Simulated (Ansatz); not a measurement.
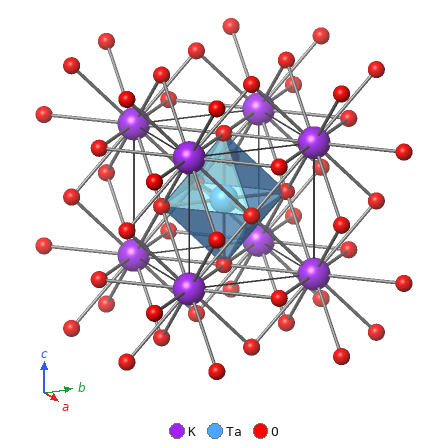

System: KTaO₃, space group Pm-3m (No. 221) (cell built by us, not taken from a database). The picture shows the cell.

The given structure:
```yaml
crystal:
  lattice:
    - [4.02440, 0.00000, 0.00000]
    - [0.00000, 4.02440, 0.00000]
    - [0.00000, 0.00000, 4.02440]
  atoms:
    - { symbol: K, position: [0.00000, 0.00000, 0.00000] }
    - { symbol: Ta, position: [0.50000, 0.50000, 0.50000] }
    - { symbol: O, position: [0.00000, 0.50000, 0.50000] }
    - { symbol: O, position: [0.50000, 0.50000, 0.00000] }
    - { symbol: O, position: [0.50000, 0.00000, 0.50000] }
```

Calculation (Ansatz 0.2.0): plane-wave density functional theory, PAW datasets, Gaussian smearing 0.05 eV: elastic constants from the stress of strained cells with relaxed atoms, Voigt order in the Cartesian frame of the cell vectors, engineering shear strains. Level: PBE, no spin polarisation.

- PAW set: soft_2
- wave cutoff: 420 eV
- k mesh: 8×8×8

What does the calculation give for the Young's modulus as a surface whose radius and colour give its value in each direction?

Over all directions E runs from 252 to 392 GPa, a ratio of 1.56. E is 392 GPa along x, y and z alike, and 252 GPa along the body diagonal x + y + z. The Hill averages are K = 188 GPa and G = 123 GPa, Poisson's ratio 0.23; K/G = 1.54.

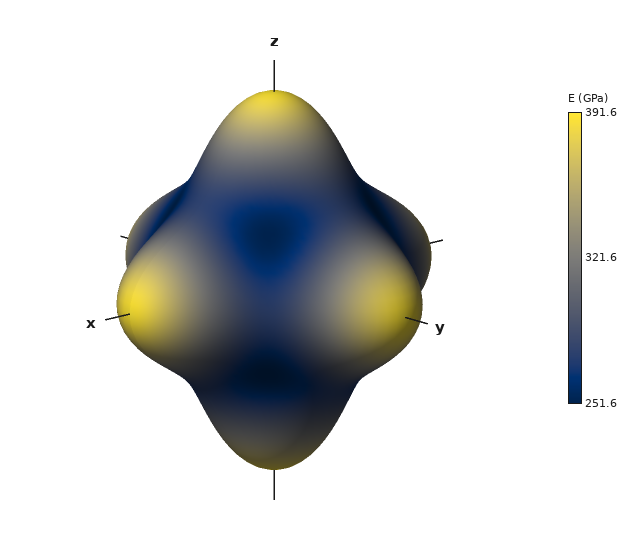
